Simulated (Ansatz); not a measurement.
**Two runs on C16HSi16**

System: C16HSi16 (slab, 33 atoms in the cell).
Method of run 1: DFT PBE+D3(BJ), scalar-relativistic, plane waves, PAW, PAW set soft_1, spin-polarised (Ansatz 0.2.0).

The structure derives from an entry of the Crystallography Open Database. Text and figures count atoms from 1; the logs count them from 0 in places.

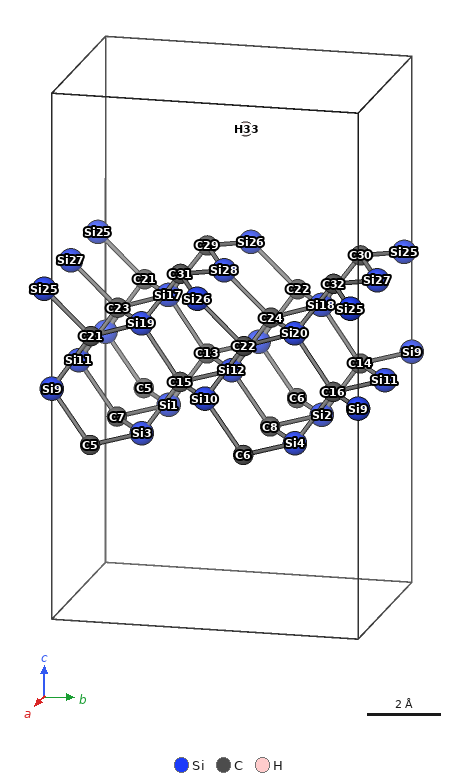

The input geometry (ball-and-stick view of the cell of the calculation, with the vacuum cut short, seen slightly off an axis; atoms are numbered from 1 in the order of the input). An atom can appear more than once, as a periodic image.

**Input file, run 1**
```yaml
crystal:
  lattice:
    - [6.1500408254, 0.0, 0.0]
    - [0.0, 8.6974711445, 0.0]
    - [0.0, 0.0, 22.0240399528]
  atoms:
    - { symbol: Si, position: [0.25, 0.25, 0.1816197214] }
    - { symbol: Si, position: [0.25, 0.75, 0.1816197214] }
    - { symbol: Si, position: [0.75, 0.25, 0.1816197214] }
    - { symbol: Si, position: [0.75, 0.75, 0.1816197214] }
    - { symbol: C, position: [0.0, 0.125, 0.1816197214] }
    - { symbol: C, position: [0.0, 0.625, 0.1816197214] }
    - { symbol: C, position: [0.5, 0.125, 0.1816197214] }
    - { symbol: C, position: [0.5, 0.625, 0.1816197214] }
    - { symbol: Si, position: [0.0, 0.0, 0.2514302652] }
    - { symbol: Si, position: [0.0, 0.5, 0.2514302652] }
    - { symbol: Si, position: [0.5, 0.0, 0.2514302652] }
    - { symbol: Si, position: [0.5, 0.5, 0.2514302652] }
    - { symbol: C, position: [0.25, 0.375, 0.2514302652] }
    - { symbol: C, position: [0.25, 0.875, 0.2514302652] }
    - { symbol: C, position: [0.75, 0.375, 0.2514302652] }
    - { symbol: C, position: [0.75, 0.875, 0.2514302652] }
    - { symbol: Si, position: [0.25, 0.2487676401, 0.3241346089] }
    - { symbol: Si, position: [0.25, 0.7487676401, 0.3241346089] }
    - { symbol: Si, position: [0.75, 0.2487676401, 0.3241346089] }
    - { symbol: Si, position: [0.75, 0.7487676401, 0.3241346089] }
    - { symbol: C, position: [0.0, 0.1276672686, 0.3228359847] }
    - { symbol: C, position: [0.0, 0.6276672686, 0.3228359847] }
    - { symbol: C, position: [0.5, 0.1276672686, 0.3228359847] }
    - { symbol: C, position: [0.5, 0.6276672686, 0.3228359847] }
    - { symbol: Si, position: [0.0, 0.9750565934, 0.3803269229] }
    - { symbol: Si, position: [0.0, 0.4750565934, 0.3803269229] }
    - { symbol: Si, position: [0.5, 0.9750565934, 0.3803269229] }
    - { symbol: Si, position: [0.5, 0.4750565934, 0.3803269229] }
    - { symbol: C, position: [0.25, 0.3762727029, 0.3915739334] }
    - { symbol: C, position: [0.25, 0.8762727029, 0.3915739334] }
    - { symbol: C, position: [0.75, 0.3762727029, 0.3915739334] }
    - { symbol: C, position: [0.75, 0.8762727029, 0.3915739334] }
    - { symbol: H, position: [0.25, 0.5012727029, 0.5459506965], spin: 1.0 }
basis:
  ecutwfc: 420
kpoints:
  mp_grid: { grid: [5, 3, 1] }
hamiltonian:
  xc: pbe
  pseudopotentials: { kind: paw, azcp: { folder: soft_1 } }
  dispersion: d3bj
scf:
  occupations: { method: gaussian, width: 0.05 }
output:
  forces: true
  eigenvalues: true
  populations: true
magnetization:
  spin_polarized: true
efield:
  axis: 3
  dipole_correction: true
  ramp_width: 0.04
```

Command:
```bash
ansatz run input.yaml --threads 4 --pin off --max-ram 12288MiB --backend cpu --events-out ev --progress --plain --runs-dir out
```

Hardware: 4 threads of Arm Neoverse V1, 24 GiB of memory available, shared host.

**Output, shortened to warnings, some set-up lines, iterations and results (run 1)**
```
Basis set: ecut = 420 eV, 23025 PW (Γ), exchange–correlation on 90×120×300 points (8 copies of the dense FFT grid, shifted against one another)
Symmetry: 2 space group operations
k-points: 6 of 15 (time reversal used)
[...]
SCF iter   1: F=—  HF=-14230.510876 eV  |F-HF|=—  |Δ(HF+E_count)|=         —  Δρ=4.27e-2 (↑4.27e-2 ↓4.27e-2)  dr2=1.28e2  dr2_m=8.23e-3  M=1.000 μB ∫|m|=1.024 μB  β_m=1.00  …
SCF iter   2: F=—  HF=-14198.419549 eV  |F-HF|=—  |Δ(HF+E_count)|=    3.21e1  Δρ=1.75e-2 (↑1.75e-2 ↓1.75e-2)  dr2=1.99e1  dr2_m=2.38e-3  M=1.000 μB ∫|m|=1.013 μB  β_m=1.00  …
SCF iter   3: F=—  HF=-14193.554721 eV  |F-HF|=—  |Δ(HF+E_count)|=    4.86e0  Δρ=8.22e-3 (↑8.22e-3 ↓8.21e-3)  dr2=2.21e0  dr2_m=8.99e-4  M=1.000 μB ∫|m|=1.017 μB  β_m=1.00  …
SCF iter   4: F=—  HF=-14193.277076 eV  |F-HF|=—  |Δ(HF+E_count)|=   2.78e-1  Δρ=5.27e-3 (↑5.27e-3 ↓5.25e-3)  dr2=9.74e-1  dr2_m=3.83e-4  M=1.000 μB ∫|m|=1.017 μB  β_m=1.00  …
SCF iter   5: F=—  HF=-14193.190171 eV  |F-HF|=—  |Δ(HF+E_count)|=   8.69e-2  Δρ=2.10e-3 (↑2.10e-3 ↓2.09e-3)  dr2=4.30e-1  dr2_m=5.42e-5  M=1.000 μB ∫|m|=1.022 μB  β_m=1.00  …
[... 6 lines ...]
SCF iter  12: F=—  HF=-14193.162135 eV  |F-HF|=—  |Δ(HF+E_count)|=   6.77e-5  Δρ=1.12e-5 (↑1.12e-5 ↓1.12e-5)  dr2=3.94e-6  dr2_m=8.31e-9  M=1.000 μB ∫|m|=1.016 μB  β_m=1.20  …
SCF iter  13: F=—  HF=-14193.162147 eV  |F-HF|=—  |Δ(HF+E_count)|=   1.24e-5  Δρ=5.28e-6 (↑5.28e-6 ↓5.25e-6)  dr2=1.05e-6  dr2_m=6.86e-10  M=1.000 μB ∫|m|=1.016 μB  β_m=1.20  …
SCF iter  14: F=—  HF=-14193.162149 eV  |F-HF|=—  |Δ(HF+E_count)|=   1.68e-6  Δρ=1.76e-6 (↑1.76e-6 ↓1.76e-6)  dr2=1.43e-7  dr2_m=4.29e-10  M=1.000 μB ∫|m|=1.016 μB  β_m=1.20  …
SCF iter  15: F=-14193.162149 eV  HF=-14193.162149 eV  |F-HF|=2.53e-8  |Δ(HF+E_count)|=   2.65e-7  Δρ=6.08e-7 (↑6.01e-7 ↓6.08e-7)  dr2=1.64e-8  dr2_m=7.48e-11  M=1.000 μB …
SCF 1 converged in 15 iterations: F = -14193.162149 eV  dr2 = 1.64e-8
this state was not tested for a lower state beside it, because the mixer in use, unlike msr1, does not test its closes by its own steps (another_mixer; see scf.mixing.algorithm and scf.lower_state_search)
SCF converged after 15 iterations
Magnetization: 1.0000 μB (65.0000 up, 64.0000 down)
Absolute magnetization: 1.0162 μB (∫|ρ↑−ρ↓|, with the PAW one-centre terms)
Spin contamination: 0.0002 ħ² per cell (⟨S²⟩ above its minimum at these occupations)
Per-site moments (μB) at R_I (Å): [(0.0001735658647545649, 0.7767613175344256), (-2.244343988703053e-5, 0.7767613175344256), (2.6948951769290242e-5, 0.7767613175344256), (-1.8037179131701656e-5, 0.7767613175344256), (0.00010760220158739458, 0.7767613175344256), (0.0002152950103581264, …
Free energy (F): -14193.162149 eV
Harris-Foulkes:  -14193.162149 eV  (|F-HF|=2.53e-8)
Internal energy: -14193.162149 eV  (E = F + TS)
E sigma→0 (E₀):  -14193.162149 eV
Entropy (-TS):   -0.000000 eV (-0.000 meV/atom)
Fermi energy:    -0.700353 eV
Dipole field:    D = -0.005192 V/Å  (p = -0.033802 e·Å, saw-weighted, corrected)
Work function:   Φ+ = 5.0377 eV   Φ− = 4.9234 eV
Levels:          The Fermi level and band energies are counted from a zero that moves with the ramp; work functions are not
--- Per-component energies (eV) ---
  E_band       = -889.160384
  E_kinetic    = 2093.107892
  E_local      = -54922.322451  (includes V_loc(G=0)·N_el)
  E_nonlocal   = 728.338063
  E_hartree    = 26538.299720
  E_xc         = -1675.874556
[...]
```

For run 2 the input was changed thus:
```diff
-basis:
-  ecutwfc: 420
-  populations: true
```

What does this change do to the results?

The energy doesn't change within 0.01 meV per atom. The number of SCF iterations is the same.

**Output, shortened to warnings, some set-up lines, iterations and results (run 2)**
```
Basis set: ecut = 420 eV, 23025 PW (Γ), exchange–correlation on 90×120×300 points (8 copies of the dense FFT grid, shifted against one another)
Symmetry: 2 space group operations
k-points: 6 of 15 (time reversal used)
[...]
SCF iter   1: F=—  HF=-14230.510876 eV  |F-HF|=—  |Δ(HF+E_count)|=         —  Δρ=4.27e-2 (↑4.27e-2 ↓4.27e-2)  dr2=1.28e2  dr2_m=8.23e-3  M=1.000 μB ∫|m|=1.024 μB  β_m=1.00  …
SCF iter   2: F=—  HF=-14198.419549 eV  |F-HF|=—  |Δ(HF+E_count)|=    3.21e1  Δρ=1.75e-2 (↑1.75e-2 ↓1.75e-2)  dr2=1.99e1  dr2_m=2.38e-3  M=1.000 μB ∫|m|=1.013 μB  β_m=1.00  …
SCF iter   3: F=—  HF=-14193.554721 eV  |F-HF|=—  |Δ(HF+E_count)|=    4.86e0  Δρ=8.22e-3 (↑8.22e-3 ↓8.21e-3)  dr2=2.21e0  dr2_m=8.99e-4  M=1.000 μB ∫|m|=1.017 μB  β_m=1.00  …
SCF iter   4: F=—  HF=-14193.277076 eV  |F-HF|=—  |Δ(HF+E_count)|=   2.78e-1  Δρ=5.27e-3 (↑5.27e-3 ↓5.25e-3)  dr2=9.74e-1  dr2_m=3.83e-4  M=1.000 μB ∫|m|=1.017 μB  β_m=1.00  …
SCF iter   5: F=—  HF=-14193.190171 eV  |F-HF|=—  |Δ(HF+E_count)|=   8.69e-2  Δρ=2.10e-3 (↑2.10e-3 ↓2.09e-3)  dr2=4.30e-1  dr2_m=5.42e-5  M=1.000 μB ∫|m|=1.022 μB  β_m=1.00  …
[... 6 lines ...]
SCF iter  12: F=—  HF=-14193.162135 eV  |F-HF|=—  |Δ(HF+E_count)|=   6.77e-5  Δρ=1.12e-5 (↑1.12e-5 ↓1.12e-5)  dr2=3.94e-6  dr2_m=8.31e-9  M=1.000 μB ∫|m|=1.016 μB  β_m=1.20  …
SCF iter  13: F=—  HF=-14193.162147 eV  |F-HF|=—  |Δ(HF+E_count)|=   1.24e-5  Δρ=5.28e-6 (↑5.28e-6 ↓5.25e-6)  dr2=1.05e-6  dr2_m=6.86e-10  M=1.000 μB ∫|m|=1.016 μB  β_m=1.20  …
SCF iter  14: F=—  HF=-14193.162149 eV  |F-HF|=—  |Δ(HF+E_count)|=   1.68e-6  Δρ=1.76e-6 (↑1.76e-6 ↓1.76e-6)  dr2=1.43e-7  dr2_m=4.29e-10  M=1.000 μB ∫|m|=1.016 μB  β_m=1.20  …
SCF iter  15: F=-14193.162149 eV  HF=-14193.162149 eV  |F-HF|=2.53e-8  |Δ(HF+E_count)|=   2.65e-7  Δρ=6.08e-7 (↑6.01e-7 ↓6.08e-7)  dr2=1.64e-8  dr2_m=7.48e-11  M=1.000 μB …
SCF 1 converged in 15 iterations: F = -14193.162149 eV  dr2 = 1.64e-8
this state was not tested for a lower state beside it, because the mixer in use, unlike msr1, does not test its closes by its own steps (another_mixer; see scf.mixing.algorithm and scf.lower_state_search)
SCF converged after 15 iterations
Magnetization: 1.0000 μB (65.0000 up, 64.0000 down)
Absolute magnetization: 1.0162 μB (∫|ρ↑−ρ↓|, with the PAW one-centre terms)
Spin contamination: 0.0002 ħ² per cell (⟨S²⟩ above its minimum at these occupations)
Per-site moments (μB) at R_I (Å): [(0.0001735658647545649, 0.7767613175344256), (-2.244343988703053e-5, 0.7767613175344256), (2.6948951769290242e-5, 0.7767613175344256), (-1.8037179131701656e-5, 0.7767613175344256), (0.00010760220158739458, 0.7767613175344256), (0.0002152950103581264, …
Free energy (F): -14193.162149 eV
Harris-Foulkes:  -14193.162149 eV  (|F-HF|=2.53e-8)
Internal energy: -14193.162149 eV  (E = F + TS)
E sigma→0 (E₀):  -14193.162149 eV
Entropy (-TS):   -0.000000 eV (-0.000 meV/atom)
Fermi energy:    -0.700353 eV
Dipole field:    D = -0.005192 V/Å  (p = -0.033802 e·Å, saw-weighted, corrected)
Work function:   Φ+ = 5.0377 eV   Φ− = 4.9234 eV
Levels:          The Fermi level and band energies are counted from a zero that moves with the ramp; work functions are not
--- Per-component energies (eV) ---
  E_band       = -889.160384
  E_kinetic    = 2093.107892
  E_local      = -54922.322451  (includes V_loc(G=0)·N_el)
  E_nonlocal   = 728.338063
  E_hartree    = 26538.299720
  E_xc         = -1675.874556
[...]
```

**The two runs side by side**

| quantity | run 1 | run 2 |
| --- | --- | --- |
| outcome | converged | converged |
| free energy per atom (eV) | −430.0958 | −430.0958 |
| gap on the mesh (eV) | 0.35 | 0.35 |
| net moment of the cell (μB) | 1.00 | 1.00 |
| absolute moment of the cell (μB) | 1.02 | 1.02 |
| work function (eV) | 5.04 | – |
| largest force (eV/Å) | 3.302 | 3.302 |
| SCF iterations | 15 | 15 |
| irreducible k-points | 6 | 6 |
| plane waves at Γ | 23025 | 23025 |
| wall time (shared host) | 82 s | 79 s |

For both runs: Warnings: the state was not tested for a lower one.
